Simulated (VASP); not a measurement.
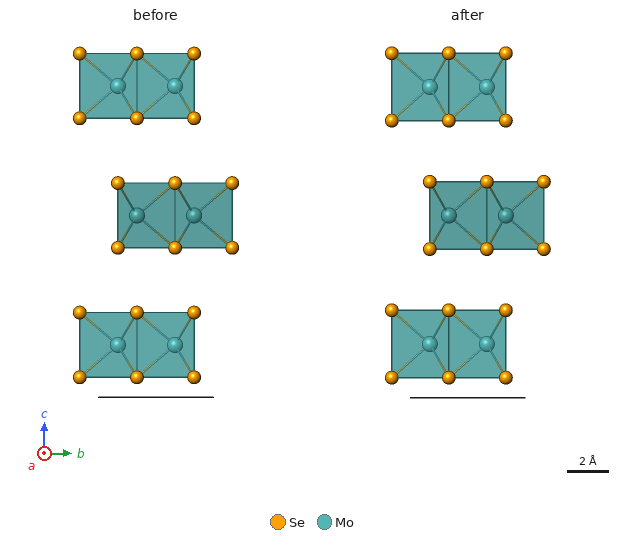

The structure of a slab of composition MoSe₂ before (left) and after (right) a relaxation, at one scale.

The picture is a polyhedral view of the 2 × 2 repeat of the cell, outlined in the plane, without the vacuum, seen along the a axis.

The run lets cell and atoms move.

These are results of VASP 6.6.1, Kohn-Sham DFT of a periodic cell, PBE with D3(BJ), VASP PAW PBE potentials, recommended, not measurements.

Input
```
  PREC = Accurate
  ENCUT = 600
  EDIFF = 1E-6
  ISMEAR = 0
  SIGMA = 0.03
  LREAL = False
  LASPH = True
  NELM = 80
  ALGO = Normal
  ISIF = 3
  LWAVE = False
  LCHARG = False
  GGA = PE
  IVDW = 12
  IBRION = 2
  NSW = 90
  EDIFFG = -0.01
  LATTICE_CONSTRAINTS = .TRUE. .TRUE. .FALSE.
  KPAR = 4
```

Launched with:
```bash
cat potpaw_PBE.64/Se/POTCAR potpaw_PBE.64/Mo_sv/POTCAR > POTCAR
mpirun -np 4 vasp_std > vasp.out
```

Q: Describe what moved and what it gained.

A: After 27 geometry steps the energy has fallen by 0.211 eV per cell of the calculation. The largest force component goes from 1.2 to 0.005 eV/Å. The largest moves, 0.11 Å, are those of Se atoms. By element the largest moves are Se 0.11 Å, Mo 0.05 Å. In the plane the drawn cell goes a 6.576 → 6.558 Å (−0.3 %), b 6.576 → 6.558 Å (−0.3 %). Near-neighbour distances that change, for instance: Mo–Se 2.491 → 2.529 Å. Bond angles that change, for instance: Se–Mo–Se 80.7° → 83.0°.
